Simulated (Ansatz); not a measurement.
SiW₂

Input file:

```
crystal:
  lattice:
    - [3.2641209188, 0.0, 0.0]
    - [0.0, 3.2641209188, 0.0]
    - [0.0, 0.0, 8.9025808487]
  atoms:
    - { symbol: Si, position: [0.0, 0.5, 0.918311088] }
    - { symbol: Si, position: [0.5, 0.0, 0.081688912] }
    - { symbol: W, position: [0.0, 0.5, 0.5881290521] }
    - { symbol: W, position: [0.5, 0.0, 0.4118709479] }
    - { symbol: W, position: [0.5, 0.0, 0.7734758153] }
    - { symbol: W, position: [0.0, 0.5, 0.2265241847] }
basis:
  ecutwfc: 420
kpoints:
  mp_grid: { grid: [10, 10, 4] }
hamiltonian:
  xc: pbe
scf:
  occupations: { method: gaussian, width: 0.1 }
output:
  forces: true
  stress: true
  eigenvalues: true
  write_density: true
  write_potential: true
  elf: true
  volumetric_format: npy
relax:
  adjacent_minimum: "off"
  f_tol: 0.01
  max_steps: 30
  cell: { stress_tol: 0.1, fix: [volume] }
```

Command:

```sh
ansatz run input.yaml --threads 1 --pin off --max-ram 2560MiB --backend cpu --events-out ev --progress --plain --runs-dir out
```

Below, planes, directions and counts refer to the conventional cell (a = 3.26 Å, b = 3.26 Å, c = 8.90 Å, α = 90.00°, β = 90.00°, γ = 90.00°).

Space group P4/nmm; a generated structure, not necessarily the stable one; changed on purpose from its base cell (volume × 1.06, shape and atoms relaxed); computed pressure about −13 GPa in this cell.

Theory: Ansatz, DFT PBE, scalar-relativistic, plane waves, PAW.

In a PAW calculation such maps are meaningful between the atoms, not at the nuclei.

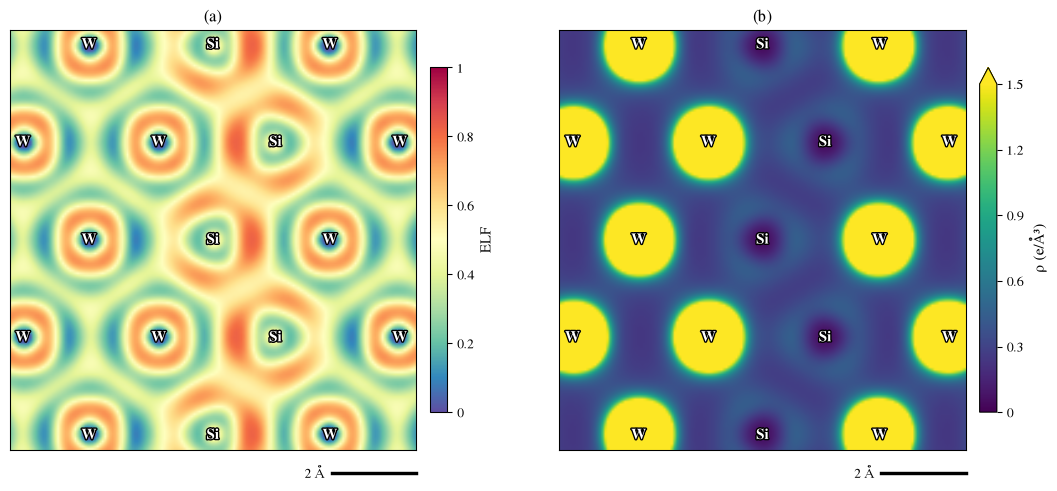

Figure 1. (a) electron localisation function; (b) valence electron density on the (110) plane of the conventional cell.

> What do the fields say about this system?

The section cuts through Si and W sites. Si–W (2.64 Å): ρ is about 0.4 e/Å³ halfway; the ELF peaks at about 0.75 in the valence shell of Si, 0.9 Å from its nucleus, and is about 0.45 at the midpoint. W–W (2.79 Å): ρ is about 0.39 e/Å³ halfway; the ELF is about 0.40 at the midpoint. Si–W (2.76 Å): the density is about 0.35 e/Å³ at the midpoint; the ELF peaks at about 0.80 in the valence shell of Si, 0.9 Å from its nucleus, and is about 0.45 at the midpoint. W–W (2.84 Å): ρ at the midpoint is about 0.37 e/Å³; the ELF is about 0.40 at the midpoint. Si–W (2.93 Å): ρ at the midpoint is about 0.25 e/Å³; the ELF peaks at about 0.55 in the valence shell of Si, 0.9 Å from its nucleus, and is about 0.25 at the midpoint; no shared electron pair shows on this line. Between the atoms the lowest density in this plane is 0.24 e/Å³. The features right at W lie inside the PAW spheres, where the map follows smoothed inner orbitals and isn't to be read closely.

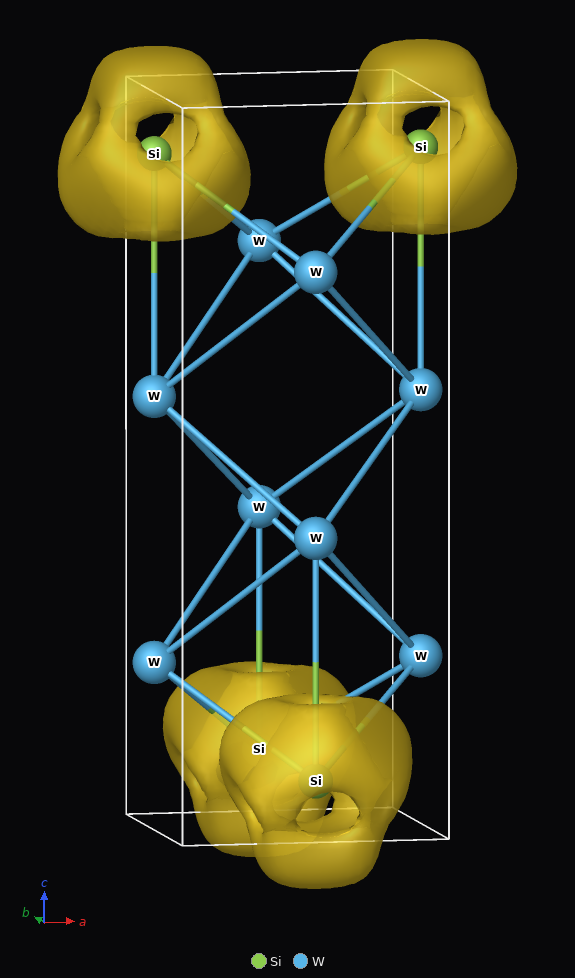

Figure 2. Isosurface of the electron localisation function at 0.6 (yellow), seen slightly off an axis. Core shells and regions of very low density are left out. Sticks mark near contacts.

> What do the ELF domains correspond to?

The surface consists of two regions wrapped around Si (the valence shell of each), counted in one cell of 6 atoms. Regions shared between cells count once.

> Metal or insulator at this level of theory?

It is gapless in this calculation (a metal or semimetal).
